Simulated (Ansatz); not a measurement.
Pt: several calculations on one system

Part 1: Scan

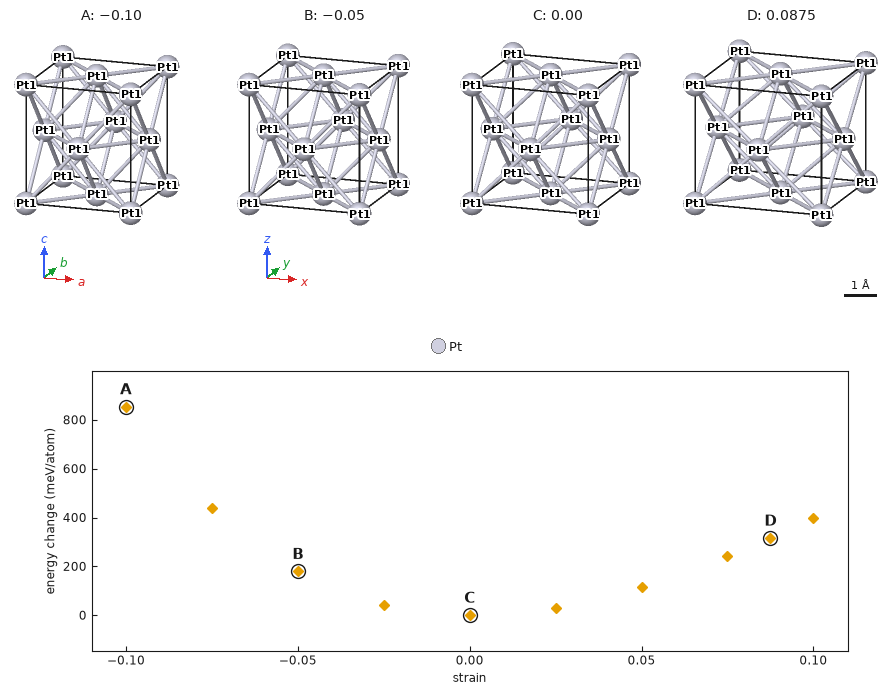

A crystal of Pt (Fm-3m): the cell is strained equally along x and y, with the atoms kept at their fractional coordinates. x, y and z are the Cartesian axes of the input. The lettered frames are marked on the plot. Style: ball-and-stick. Shown: the conventional cell (4 times the calculation's cell), slightly off an axis. Lengths and directions refer to the drawn axes.

These are results of DFT PBEsol, scalar-relativistic, plane waves, PAW (Ansatz), not measurements. Settings: plane-wave cutoff 420 eV; k-point mesh 20 × 20 × 20; occupations gaussian; smearing width 0.15 eV; no spin polarisation. Energies (free energies at the smearing named) are counted from the cell as listed in its source, which wasn't relaxed.

Describe the profile.

Answer. The lowest computed point lies at the strain 0.00 (0 meV/atom). At the ends of the scan the energy is 854 meV/atom (−0.10) and 397 meV/atom (0.10). The distortion takes the space group from Fm-3m to I4/mmm. At the strain −0.10 the cell of the drawing goes a 3.916 → 3.524 Å, b 3.916 → 3.524 Å.

Part 2: Scan

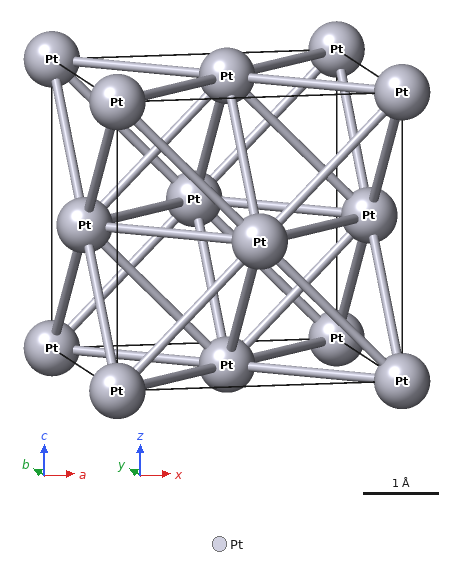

Energy scan for crystalline Pt (Fm-3m), in which the cell is strained equally along x and y and separately along z, with the atoms kept at their fractional coordinates. x, y and z are the Cartesian axes of the input. The picture shows the reference cell. Style: ball-and-stick. Shown: the conventional cell (4 times the calculation's cell), slightly off an axis. Lengths and directions refer to the drawn axes.

The calculation used DFT PBEsol, scalar-relativistic, plane waves, PAW (Ansatz). (plane-wave cutoff 420 eV; k-point mesh 20 × 20 × 20; occupations gaussian; smearing width 0.15 eV; no spin polarisation). Energies (free energies at the smearing named) are counted from the cell as listed in its source, which wasn't relaxed.

```xyz
1
Lattice="0.0000 1.9579 1.9579 1.9579 0.0000 1.9579 1.9579 1.9579 0.0000" Properties=species:S:1:pos:R:3 pbc="T T T"
Pt    0.0000    0.0000    0.0000
```

### Predict the energy profile on a grid with rows −0.030, −0.015, 0.000, 0.015, 0.030 and columns −0.030, −0.015, 0.000, 0.015, 0.030 (strain along x and y; strain along z).

Rows: strain along x and y; columns: strain along z; values in meV/atom.

```csv
,−0.030,−0.015,0.000,0.015,0.030
−0.030,130.5,90.6,61.3,41.6,30.7
−0.015,57.7,31.9,15.4,7.5,7.4
0.000,17.8,4.7,0.0,2.8,12.6
0.015,5.9,4.6,10.6,23.2,42.0
0.030,17.9,27.4,43.2,64.7,91.6
```

In pairs of (strain along x and y; strain along z): the lowest computed point lies at (0.000, 0.000) (0.0 meV/atom), the highest at (−0.030, −0.030) (130.5 meV/atom). The valley is tilted: raising the in-plane strain is made harder by raising the strain along z (cross term 0.76 of the geometric mean of the two curvatures). Over the ranges scanned the energy rises more along the first axis, the in-plane strain. The pressure runs from −19.7 GPa at (0.030, 0.030) to 34.4 GPa at (−0.030, −0.030).

Part 3: Energy map

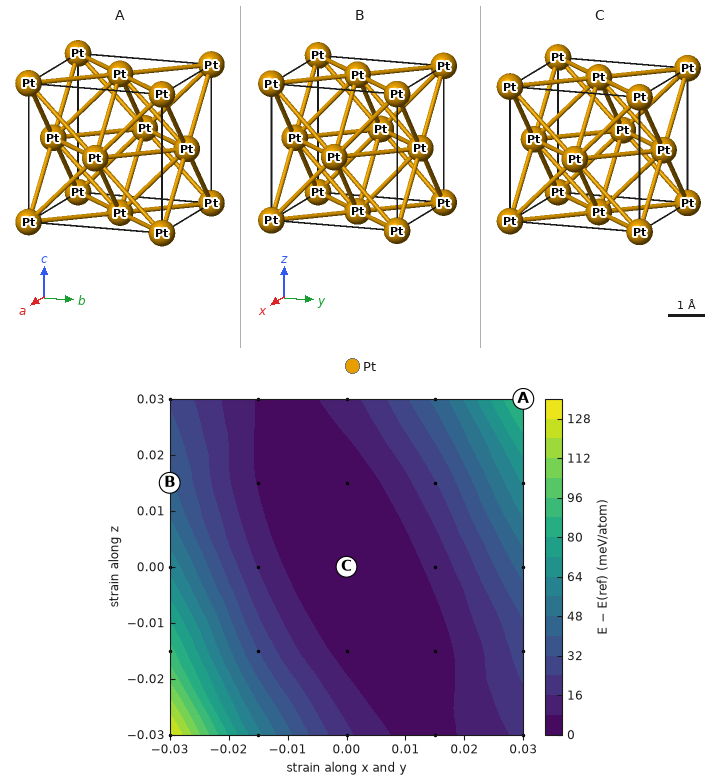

Energy scan for crystalline Pt (Fm-3m), in which the cell is strained equally along x and y and separately along z, with the atoms kept at their fractional coordinates. x, y and z are the Cartesian axes of the input. The map is interpolated between the computed points (dots). The lettered frames are marked on it. Style: ball-and-stick. Shown: the conventional cell (4 times the calculation's cell), slightly off an axis. Lengths and directions refer to the drawn axes.

All numbers below come from DFT PBEsol, scalar-relativistic, plane waves, PAW (Ansatz). Settings: plane-wave cutoff 420 eV; k-point mesh 20 × 20 × 20; occupations gaussian; smearing width 0.15 eV; no spin polarisation. Energies (free energies at the smearing named) are counted from the cell as listed in its source, which wasn't relaxed.

Describe the energy landscape.

Answer. In pairs of (strain along x and y; strain along z): the lowest computed point lies at (0.000, 0.000) (0.0 meV/atom), the highest at (−0.030, −0.030) (130.5 meV/atom). The valley is tilted: raising the in-plane strain is made harder by raising the strain along z (cross term 0.76 of the geometric mean of the two curvatures). Over the ranges scanned the energy rises more along the first axis, the in-plane strain. The pressure runs from −19.7 GPa at (0.030, 0.030) to 34.4 GPa at (−0.030, −0.030). The frames lie at A (0.030, 0.030): 91.6 meV/atom, B (−0.030, 0.015): 41.6 meV/atom, C (0.000, 0.000): 0.0 meV/atom.
